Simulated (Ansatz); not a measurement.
Ti12H (slab)

```yaml
crystal:
  lattice:
    - [5.87633, 0.00000, 0.00000]
    - [0.00000, 4.65047, 0.00000]
    - [0.00000, 0.00000, 21.28422]
  atoms:
    - { symbol: Ti, position: [0.00000, 0.75000, 0.18793] }
    - { symbol: Ti, position: [0.50000, 0.75000, 0.18793] }
    - { symbol: Ti, position: [0.25000, 0.25000, 0.22778] }
    - { symbol: Ti, position: [0.75000, 0.25000, 0.22778] }
    - { symbol: Ti, position: [0.25000, 0.75000, 0.30748] }
    - { symbol: Ti, position: [0.75000, 0.75000, 0.30748] }
    - { symbol: Ti, position: [0.00000, 0.25000, 0.34613] }
    - { symbol: Ti, position: [0.50000, 0.25000, 0.34613] }
    - { symbol: Ti, position: [0.00000, 0.75000, 0.42207] }
    - { symbol: Ti, position: [0.50000, 0.75000, 0.42207] }
    - { symbol: Ti, position: [0.25000, 0.25000, 0.45969] }
    - { symbol: Ti, position: [0.75000, 0.25000, 0.45969] }
    - { symbol: H, position: [0.25000, 0.50000, 0.52459] }
```

A point of a scan over the structure, not its minimum; not relaxed (largest force 0.5 eV/Å); computed without spin polarisation; PAW files of the earlier set (soft_1).

These are results of DFT PBE, scalar-relativistic, plane waves, PAW (Ansatz), not measurements.

Core electrons are frozen (PAW), and the valence fields are smoothed inside the atomic spheres.

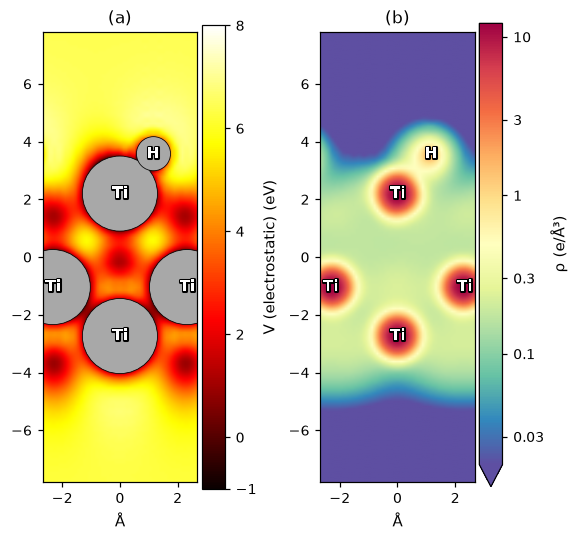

Figure 1. (a) electrostatic potential energy of an electron; (b) valence charge density (pseudo) on the (100) plane of the calculation cell, a cut from vacuum to vacuum. Grey discs cover the atomic cores in the potential map.

Read the bonding off the picture.

Answer. The plane passes through Ti and H nuclei.
Ti–H (1.81 Å): ρ at the midpoint is about 0.69 e/Å³.
Ti–Ti (2.88 Å): the density is about 0.19 e/Å³ at the midpoint.
The density dies away to nearly zero in the vacuum.

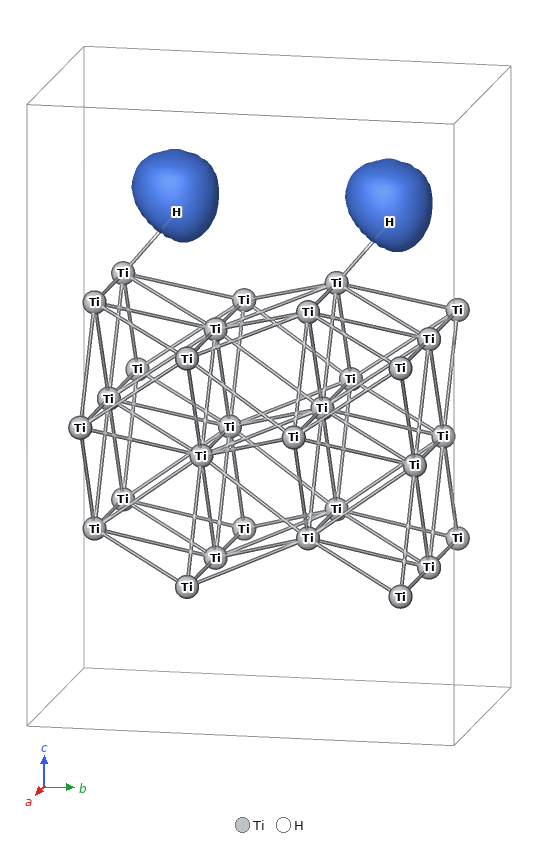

Figure 2. Isosurface of the ELF at 0.9 (blue), seen slightly off an axis. Core shells and regions of very low density are left out. Sticks mark near contacts.

Identify the bonds, lone pairs and shells in this picture.

Answer. At this value the surface marks out one region around a hydrogen nucleus, counted in one cell of 13 atoms. Counts are for one cell; the picture repeats the cell along the surface.


Ti–H (1.81 Å): the ELF climbs to about 1 towards the hydrogen. Ti–Ti (2.83 Å): the ELF is about 0.25 at the midpoint; no localised pair shows between them.

Does the calculation make it a metal, or give it a gap?

Answer. It is metallic or semimetallic at this level of theory: no gap opens.
